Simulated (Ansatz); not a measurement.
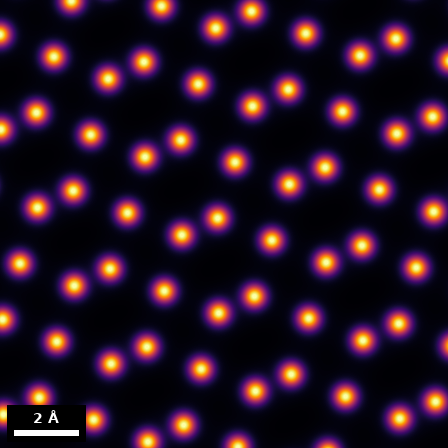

An image along [100] of one of the structures below (computed or model cells, partly hypothetical, each in its standard cell). Simulation: incoherent imaging, intensity Z^1.6 per atom, probe width 0.57 Å, thin sample. The probe carries 25 % of its weight in a tail 2.5 times as wide.

A. Ru
Space group Pm-3m (No. 221). a = 2.490 Å, b = 2.490 Å, c = 2.490 Å, α = 90.00°, β = 90.00°, γ = 90.00°
```tsv
atom	site	symmetry	x	y	z
Ru	1a	m-3m	0.0000	0.0000	0.0000
```

B. Ru
Space group Fm-3m (No. 225). a = 3.872 Å, b = 3.872 Å, c = 3.872 Å, α = 90.00°, β = 90.00°, γ = 90.00°
```json
{"atom": "Ru", "site": "4a", "symmetry": "m-3m", "x": "0.0000", "y": "0.0000", "z": "0.0000"}
```

C. Ru
Space group Im-3m (No. 229). a = 3.065 Å, b = 3.065 Å, c = 3.065 Å, α = 90.00°, β = 90.00°, γ = 90.00°
| atom | site | symmetry | x | y | z |
| --- | --- | --- | --- | --- | --- |
| Ru | 2a | m-3m | 0.0000 | 0.0000 | 0.0000 |

D. Ru
Space group P6/mmm (No. 191). a = 4.290 Å, b = 4.290 Å, c = 2.698 Å, α = 90.00°, β = 90.00°, γ = 120.00°
```tsv
atom	site	symmetry	x	y	z
Ru	1a	6/mmm	0.0000	0.0000	0.0000
Ru	2d	-6m2	0.3333	0.6667	0.5000
```

Which structure was imaged?

Answer. D, Ru. Along [100] the projected cells are A 2.49 × 2.49 Å, 90°; B 1.94 × 1.94 Å, 90°; C 2.17 × 2.17 Å, 90°; D 2.70 × 3.72 Å, 90°. The image repeats as D does.

Structure D: the end point of a relaxation with Ansatz, DFT, RPBE, plane waves (420 eV) with PAW, scalar-relativistic; the starting structure was generated, so it need not be a known form of this composition.
